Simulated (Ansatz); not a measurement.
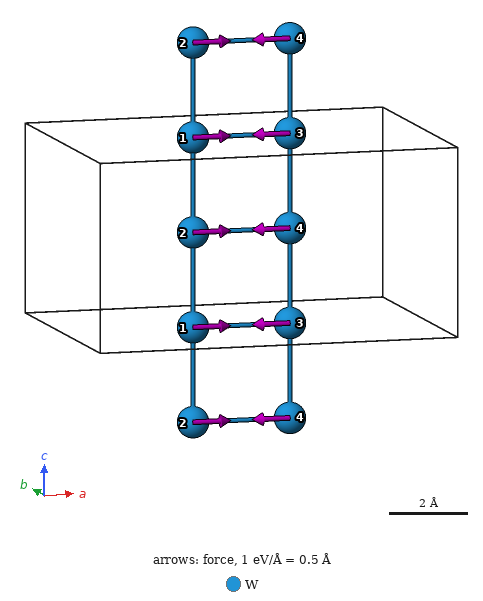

Starting geometry of a wire of composition W with the computed forces as purple arrows. Style: ball-and-stick. Shown: the cell of the calculation, with the vacuum cut short, slightly off an axis.

Case: ladder chain of atoms.

Method: DFT PBE, scalar-relativistic, plane waves, PAW in Ansatz 0.2.0.

Input file:
```yaml
crystal:
  lattice:
    - [11.6, 0.0, 0.0]
    - [0.0, 9.3, 0.0]
    - [0.0, 0.0, 4.9626717081]
  atoms:
    - { symbol: W, position: [0.3876981618, 0.5, 0.0], spin: 1.5 }
    - { symbol: W, position: [0.3876981618, 0.5, 0.5], spin: 1.5 }
    - { symbol: W, position: [0.6123018382, 0.5, 0.0], spin: 1.5 }
    - { symbol: W, position: [0.6123018382, 0.5, 0.5], spin: 1.5 }
basis:
  ecutwfc: 420
kpoints:
  mp_grid: { grid: [1, 1, 13] }
hamiltonian:
  xc: pbe
scf:
  occupations: { method: gaussian, width: 0.05 }
output:
  forces: true
  stress: true
  eigenvalues: true
  populations: true
  write_density: true
  write_potential: true
  elf: true
  volumetric_format: npy
magnetization:
  spin_polarized: true
relax:
  adjacent_minimum: "off"
  f_tol: 0.01
  max_steps: 45
  cell: { fix: [a, b, alpha, beta, gamma], stress_tol: 0.03 }
```

Launched with:
```bash
ansatz run input.yaml --threads 2 --pin off --max-ram 5120MiB --backend cpu --events-out ev --progress --plain --runs-dir out
```

What follows when this structure is relaxed?

Answer. It isn't relaxed: the largest force vector, on W atoms, is 2.07 eV/Å. The atoms end up moving mostly along the starting forces (cosine between the two patterns 1.00). The largest moves relative to the layer's centre, 0.15 Å, are those of W1, W2, W3 and W4. Along the periodic axis the drawn cell goes c 4.963 → 5.069 Å (+2.2 %). Some distances before and after: W1–W3 2.605 → 2.306 Å, W1–W2 2.481 → 2.535 Å. The energy falls by 0.586 eV per cell of the calculation in 7 accepted moves (9 points after the start). Largest force component: 2.1 eV/Å at the start, 0.0034 eV/Å at the end. The line search rejected the trial step at point 6 of the run. The SCF was repeated once at an unchanged geometry on a basis and grid sized afresh for the cell, which shifted the energy by 0.6 meV per cell of the calculation at most. The program noted that the starting moments weren't kept. The run took 7.3 min on 2 threads of Intel(R) Xeon(R) Processor @ 2.50GHz (Skylake/Cascade Lake), with other jobs on the host, peak memory 0.9 GiB.

Limits of the set-up: the k-point mesh is coarse for a cell with partly filled bands.
